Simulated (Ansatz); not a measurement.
C: several calculations on one system

**1. Relaxation**

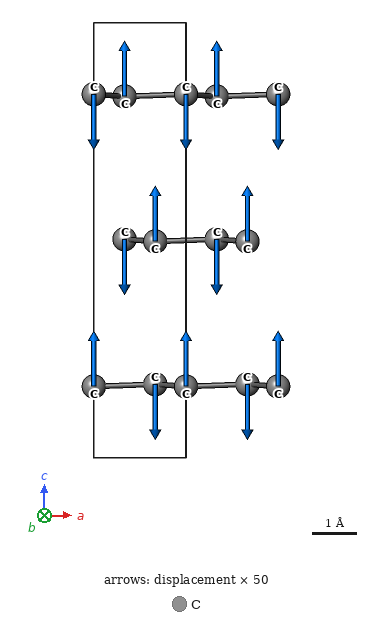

A relaxation of a crystal of C (set up in R-3m) (coarse preliminary run). The starting structure is drawn; blue arrows show the displacements (the part carried along by the change of the cell is left out), 50 times their true length.

The picture is a ball-and-stick view of the conventional cell (3 times the calculation's cell), repeated 2 × 1 × 1 with one cell outlined, seen along the b axis. Lengths and directions refer to the drawn axes.

The calculation used DFT PBE+D3(BJ), scalar-relativistic, plane waves, PAW in Ansatz.

Input file:
```yaml
crystal:
  lattice:
    - [1.2280263465, 0.7090013417, 3.3470108394]
    - [-1.2280263465, 0.7090013417, 3.3470108394]
    - [0.0, -1.4180026834, 3.3470108394]
  atoms:
    - { symbol: C, position: [0.164, 0.164, 0.164] }
    - { symbol: C, position: [0.836, 0.836, 0.836] }
basis:
  ecutwfc: 420
kpoints:
  mp_grid: { grid: [12, 12, 12] }
hamiltonian:
  xc: pbe
  dispersion: d3bj
scf:
  occupations: { method: gaussian, width: 0.1 }
output:
  forces: true
  stress: true
  eigenvalues: true
relax:
  adjacent_minimum: "off"
  f_tol: 0.05
  max_steps: 80
  cell: { stress_tol: 0.5 }
```

Command:
```bash
ansatz run input.yaml --threads 1 --pin off --max-ram 2560MiB --backend cpu --events-out ev --progress --plain --runs-dir out
```

What did the optimiser do to the structure, and how much energy did it gain?

Answer. After 2 accepted moves (3 points after the start) the energy has fallen by 12.1 meV per atom. Largest force component: 0.86 eV/Å at the start, 0.0015 eV/Å at the end. The pressure goes from 3.09 to 0.10 GPa. The SCF was repeated once at an unchanged geometry on a basis and grid sized afresh for the cell, which shifted the energy by 0.1 meV per atom at most. The largest moves relative to the cell, 0.026 Å, are those of C1 and C2. C1 goes along +c. The drawn cell changes as follows: a = b 2.456 → 2.465 Å (+0.4 %), c 10.041 → 10.011 Å (−0.3 %); the volume changes by +0.4 %. Among the contacts that change: C1–C2 1.419 → 1.423 Å. The space group stays R-3m (No. 166). Cost: 9.2 s on 1 thread of Intel(R) Xeon(R) Platinum 8259CL CPU @ 2.50GHz (Skylake/Cascade Lake) (shared host), peak memory 0.38 GiB.

**2. A change**

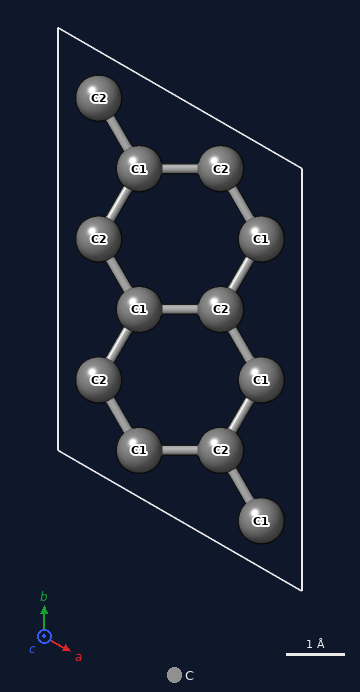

The starting point is a slab of composition C (cut from the R-3m phase). A ball-and-stick model of the 2 × 3 repeat of the cell, outlined in the plane, without the vacuum, seen along the c axis.

Theory: Ansatz 0.2.0, DFT PBE+D3(BJ), scalar-relativistic, plane waves, PAW. (plane-wave cutoff 420 eV; k-point mesh 18 × 18 × 1; occupations gaussian; smearing width 0.1 eV; no spin polarisation)

Change: The sheet is strained in its plane (biaxially) by −4.0 %. The atoms are relaxed.

Question: What is the effect?

Answer: The energy rises by 126 meV per atom. In the plane the drawn cell goes a 4.931 → 4.734 Å (−4.0 %), b 7.397 → 7.101 Å (−4.0 %). No atom moves by more than 0.005 Å relative to the cell and the layer's centre. Near-neighbour distances before and after: C–C 1.424 → 1.367 Å. The space group stays P6/mmm (No. 191).

The changed structure in the same view:

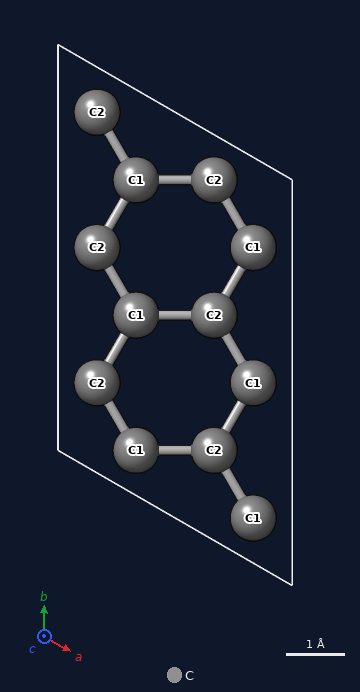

**3. Series**

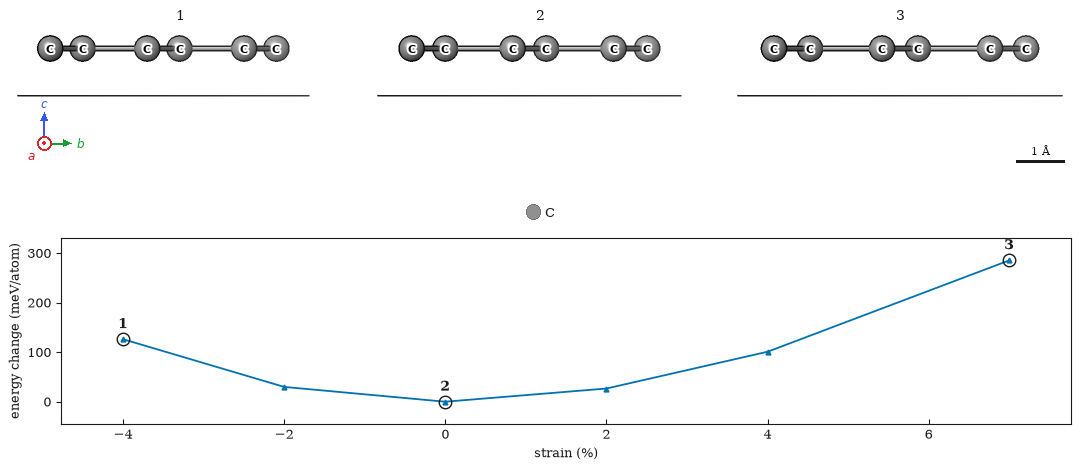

Members of a series of calculations on a slab of composition C (cut from the R-3m phase), marked on the first curve. A ball-and-stick model of the 2 × 3 repeat of the cell, outlined in the plane, without the vacuum, seen along the a axis.

Method: DFT PBE+D3(BJ), scalar-relativistic, plane waves, PAW (Ansatz 0.2.0). (plane-wave cutoff 420 eV; k-point mesh 18 × 18 × 1; occupations gaussian; smearing width 0.1 eV; no spin polarisation)

Describe the series.

Answer. A sheet under strain in its plane, biaxially. 1 (strain −4.0 %): energy change 126 meV/atom. 2 (strain 0.0 %): energy change 0.0 meV/atom. 3 (strain 7.0 %): energy change 285 meV/atom. The rest compares 1 with 3. In the plane the drawn cell goes a 4.734 → 5.277 Å (+11.5 %), b 7.101 → 7.915 Å (+11.5 %). Near-neighbour distances before and after: C–C 1.367 → 1.523 Å.
